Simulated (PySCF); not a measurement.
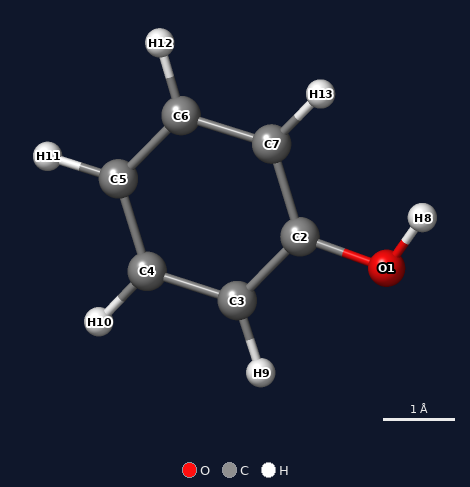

Figure 1. The structure as given in the input (ball-and-stick view, seen at a tilt; atoms are numbered from 1 in the order of the input). Bond lengths as drawn: C–C 1.39 to 1.40 Å, C–H 1.09 Å, C–O 1.35 Å and H–O 0.96 Å.

**Two runs on C6H6O**

System: C6H6O.
Method of run 1: TDDFT PBE0/def2-SVP, vertical, gas phase, core orbitals frozen in the response (PySCF 2.14.0).

The geometry comes from this level: PBE0-D3(BJ)/def2-SVP. Text and figures count atoms from 1; the logs count them from 0 in places.

## Input, run 1
```
{"job": {"kind": "uv", "xc": "PBE0", "basis": "def2-SVP"}, "charge": 0, "multiplicity": 1}
O      2.370828    -0.287605     0.044284
C      1.023955    -0.199347     0.031326
C      0.292427    -1.391490    -0.009088
C     -1.097509    -1.350201    -0.023360
C     -1.776414    -0.130383     0.001998
C     -1.043981     1.054016     0.041905
C      0.349405     1.025563     0.056467
H      2.746006     0.598727     0.071449
H      0.836143    -2.337846    -0.028476
H     -1.659384    -2.287012    -0.054623
H     -2.867780    -0.104769    -0.009159
H     -1.558887     2.017613     0.061868
H      0.920090     1.959235     0.087348
```

The first line tells a small driver script what to run in PySCF; the rest is the geometry in Å.

Hardware: 1 CPU thread, shared host.

## Output (run 1)
```
coarse grid: 11328 points
cycle   1  E = -306.7732078518  dE =  1.156e+00  |g| = 5.772e-01  |ddm| = 4.486e+00
cycle   2  E = -306.7419073174  dE =  3.130e-02  |g| = 7.226e-01  |ddm| = 1.346e+00
cycle   3  E = -306.8420793944  dE = -1.002e-01  |g| = 9.106e-02  |ddm| = 7.203e-01
cycle   4  E = -306.8438185784  dE = -1.739e-03  |g| = 3.016e-02  |ddm| = 1.140e-01
cycle   5  E = -306.8440340716  dE = -2.155e-04  |g| = 8.832e-03  |ddm| = 4.272e-02
cycle   6  E = -306.8440525623  dE = -1.849e-05  |g| = 3.603e-03  |ddm| = 1.394e-02
cycle   7  E = -306.8440560664  dE = -3.504e-06  |g| = 7.132e-04  |ddm| = 4.366e-03
final grid: 110688 points
cycle   8  E = -306.8942633971  dE = -2.365e-05  |g| = 8.517e-03  |ddm| = 3.404e-02
cycle   9  E = -306.8942473733  dE =  1.602e-05  |g| = 1.230e-02  |ddm| = 2.031e-02
cycle  10  E = -306.8942805137  dE = -3.314e-05  |g| = 1.178e-03  |ddm| = 1.235e-02
cycle  11  E = -306.8942808370  dE = -3.234e-07  |g| = 2.218e-04  |ddm| = 1.475e-03
cycle  12  E = -306.8942808460  dE = -8.993e-09  |g| = 1.204e-04  |ddm| = 3.828e-04
cycle  13  E = -306.8942808501  dE = -4.060e-09  |g| = 2.028e-05  |ddm| = 1.501e-04
cycle  14  E = -306.8942808502  dE = -1.032e-10  |g| = 4.606e-06  |ddm| = 2.761e-05
converged SCF energy = -306.8942808502

Static polarisability (au): isotropic 62.408, principal 29.841 74.807 82.576

Singlet excitations
state   eV       nm        f      main configurations
  1   5.2421    236.5   0.03778   H->L 0.80, H-1->L+1 0.19
  2   6.1339    202.1   0.03670   H->L+1 0.68, H-1->L 0.31
  3   6.7346    184.1   0.00003   H->L+2 0.97
  4   7.1779    172.7   0.49040   H-1->L+1 0.42, H-1->L 0.29, H->L+1 0.13
  5   7.1858    172.5   0.51621   H-1->L 0.38, H-1->L+1 0.33, H->L+1 0.17
  6   7.2535    170.9   0.00029   H->L+3 0.98
  7   7.7557    159.9   0.00439   H-2->L 0.84, H-1->L+2 0.14
  8   7.7998    159.0   0.00000   H-1->L+2 0.77, H-2->L 0.15
  9   8.1227    152.6   0.00044   H-1->L+3 0.89
 10   8.1503    152.1   0.00035   H-2->L+1 0.93

Triplet excitations (Tamm-Dancoff, eV): 4.0525 4.2610 4.7206 5.5868
```

The input of run 2 differs as follows (lines with − go, lines with + come):
```diff
-"basis": "def2-SVP"
+"basis": "aug-cc-pVDZ"
```

How does run 2 compare with run 1?

The total energy of run 2 is 163.5 kcal/mol lower, which measures the change of basis and not a stability. The HOMO goes from −6.43 to −6.52 eV. The LUMO goes from −0.12 to −0.35 eV. The dipole moment goes from 1.36 to 1.28 D. The lowest excitation goes from 5.24 to 5.10 eV. The strongest computed line goes from 7.19 to 6.82 eV. Diffuse functions give room to the loosely bound empty orbitals, which lowers the LUMO. The number of SCF iterations is the same. The basis functions go from 128 to 215.

## Output (run 2)
```
coarse grid: 11328 points
cycle   1  E = -307.0762791607  dE =  1.244e+00  |g| = 5.729e-01  |ddm| = 2.752e+01
cycle   2  E = -307.0345921226  dE =  4.169e-02  |g| = 7.511e-01  |ddm| = 5.023e+00
cycle   3  E = -307.1460487528  dE = -1.115e-01  |g| = 8.867e-02  |ddm| = 2.141e+00
cycle   4  E = -307.1475698195  dE = -1.521e-03  |g| = 3.405e-02  |ddm| = 3.851e-01
cycle   5  E = -307.1478537766  dE = -2.840e-04  |g| = 7.259e-03  |ddm| = 1.693e-01
cycle   6  E = -307.1478636456  dE = -9.869e-06  |g| = 4.137e-03  |ddm| = 3.951e-02
cycle   7  E = -307.1478685159  dE = -4.870e-06  |g| = 4.676e-04  |ddm| = 1.403e-02
final grid: 110688 points
cycle   8  E = -307.1548537499  dE = -3.814e-05  |g| = 8.219e-03  |ddm| = 6.822e-01
cycle   9  E = -307.1548391204  dE =  1.463e-05  |g| = 1.174e-02  |ddm| = 1.128e-01
cycle  10  E = -307.1548704235  dE = -3.130e-05  |g| = 1.316e-03  |ddm| = 4.180e-02
cycle  11  E = -307.1548707818  dE = -3.583e-07  |g| = 2.964e-04  |ddm| = 6.120e-03
cycle  12  E = -307.1548708000  dE = -1.817e-08  |g| = 1.152e-04  |ddm| = 1.703e-03
cycle  13  E = -307.1548708033  dE = -3.344e-09  |g| = 4.537e-05  |ddm| = 5.189e-04
cycle  14  E = -307.1548708039  dE = -5.576e-10  |g| = 4.942e-06  |ddm| = 1.995e-04
converged SCF energy = -307.1548708039

Static polarisability (au): isotropic 74.724, principal 46.534 84.213 93.425

Singlet excitations
state   eV       nm        f      main configurations
  1   5.0961    243.3   0.03529   H->L 0.82, H-1->L+2 0.17
  2   5.3470    231.9   0.00008   H->L+1 0.97
  3   5.8050    213.6   0.00343   H->L+3 0.97
  4   5.8835    210.7   0.03586   H->L+2 0.71, H-1->L 0.28
  5   6.1509    201.6   0.00008   H->L+4 0.95
  6   6.2604    198.0   0.00206   H-1->L+1 0.93
  7   6.5454    189.4   0.01185   H->L+5 0.96
  8   6.6418    186.7   0.00194   H-1->L+3 0.95
  9   6.7664    183.2   0.00003   H->L+6 0.94
 10   6.8152    181.9   0.39706   H-1->L+2 0.73, H->L 0.14

Triplet excitations (Tamm-Dancoff, eV): 4.0151 4.1803 4.6367 5.2762
```

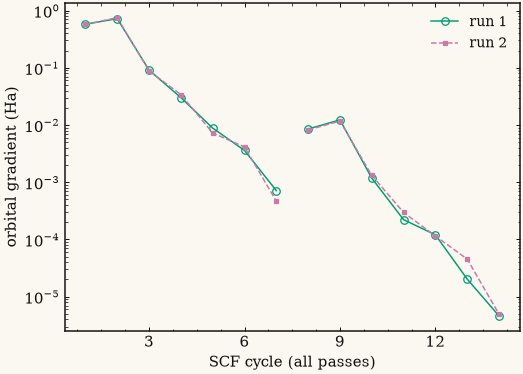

Figure 2. Convergence of the two runs: orbital gradient against the SCF cycle. A break in a curve parts two SCF passes (coarse and final grid). Run 1 takes 14 cycles in all, and run 2 takes 14.

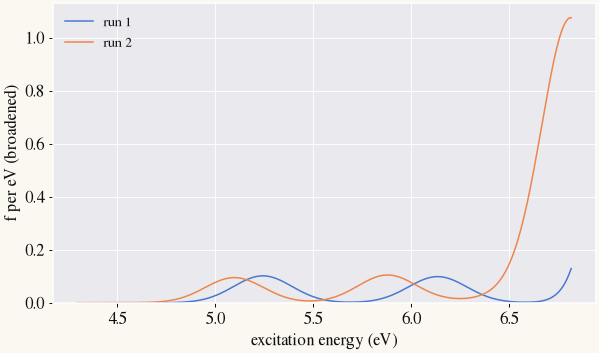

Figure 3. Absorption of the two runs from their computed states, each broadened by a Gaussian of 0.35 eV full width; the range ends where the shorter list of states ends.

## The two runs side by side

| quantity | run 1 | run 2 |
| --- | --- | --- |
| outcome | converged | converged |
| total energy (hartree) | −306.894281 | −307.154871 |
| HOMO (eV) | −6.43 | −6.52 |
| LUMO (eV) | −0.12 | −0.35 |
| dipole moment (D) | 1.36 | 1.28 |
| lowest excitation (eV) | 5.24 | 5.10 |
| SCF iterations | 14 | 14 |
| strongest computed line (eV) | 7.19 | 6.82 |
| basis functions | 128 | 215 |
| wall time (shared host) | 14 s | 30 s |
